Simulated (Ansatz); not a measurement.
The calculation's input:

```
crystal:
  lattice:
    - [4.2648321257, 0.0, 0.0]
    - [-2.1324160628, 3.6934529637, 0.0]
    - [0.0, 0.0, 17.999105]
  atoms:
    - { symbol: Ge, position: [0.0, 0.0, 0.332252] }
    - { symbol: Ge, position: [0.0, 0.0, 0.667748] }
    - { symbol: Sb, position: [0.33333333, 0.66666667, 0.112658] }
    - { symbol: Sb, position: [0.66666667, 0.33333333, 0.887342] }
    - { symbol: Te, position: [0.0, 0.0, 0.0] }
    - { symbol: Te, position: [0.33333333, 0.66666667, 0.790108] }
    - { symbol: Te, position: [0.66666667, 0.33333333, 0.209892] }
    - { symbol: Te, position: [0.33333333, 0.66666667, 0.411045] }
    - { symbol: Te, position: [0.66666667, 0.33333333, 0.588955] }
basis:
  ecutwfc: 420
kpoints:
  mp_grid: { grid: [12, 12, 2] }
hamiltonian:
  xc: pbesol
scf:
  occupations: { method: gaussian, width: 0.1 }
output:
  forces: true
  stress: true
  eigenvalues: true
  write_density: true
  write_potential: true
  elf: true
  volumetric_format: npy
relax:
  adjacent_minimum: "off"
  f_tol: 0.01
  max_steps: 40
```

Run with:

```sh
ansatz run input.yaml --threads 2 --pin off --max-ram 5120MiB --backend cpu --events-out ev --progress --plain --runs-dir out
```

Below, planes, directions and counts refer to the conventional cell (a = 4.26 Å, b = 4.26 Å, c = 18.00 Å, α = 90.00°, β = 90.00°, γ = 120.00°).

The fields are those of the run's last geometry, not of the input's.

Space group P-3m1; a structure from a database of computed crystals, not necessarily the ambient phase.

Theory: Ansatz 0.2.0, DFT PBEsol, scalar-relativistic, plane waves, PAW.

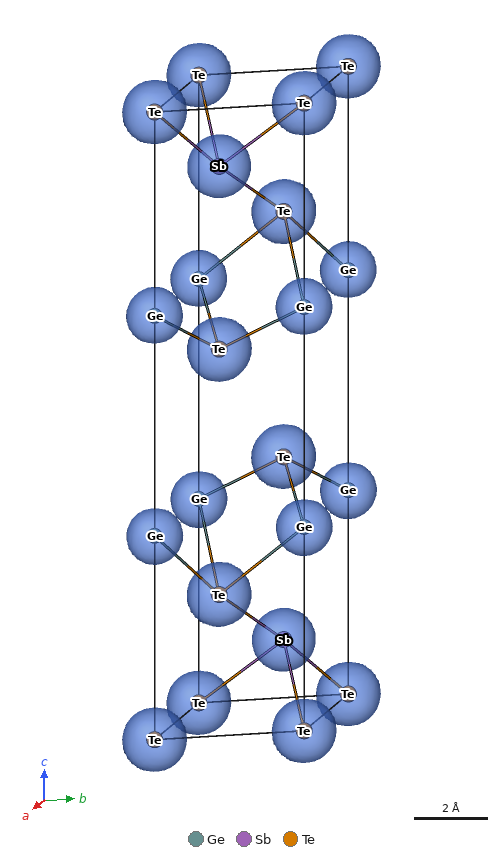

Ge2Sb2Te5. Isosurface of the valence electron density at 0.8 e/Å³ (blue), seen slightly off an axis. Sticks mark near contacts.

Core electrons are frozen (PAW), and the valence fields are smoothed inside the atomic spheres.

How is the density connected at this value?

At this value the density breaks into separate islands; it holds about 70 % of the electrons treated as valence (semicore included). It bridges none of the near contacts. It is pinched off along the sampled Ge–Te (2.83 Å), Sb–Te (3.01 Å), Sb–Te (3.17 Å) and Ge–Te (3.25 Å) contacts. On the grid the lowest density along these lines, outside the cores, is 0.33 e/Å³ (Ge–Te, 2.83 Å), 0.3 e/Å³ (Sb–Te, 3.01 Å), 0.23 e/Å³ (Sb–Te, 3.17 Å) and 0.16 e/Å³ (Ge–Te, 3.25 Å).
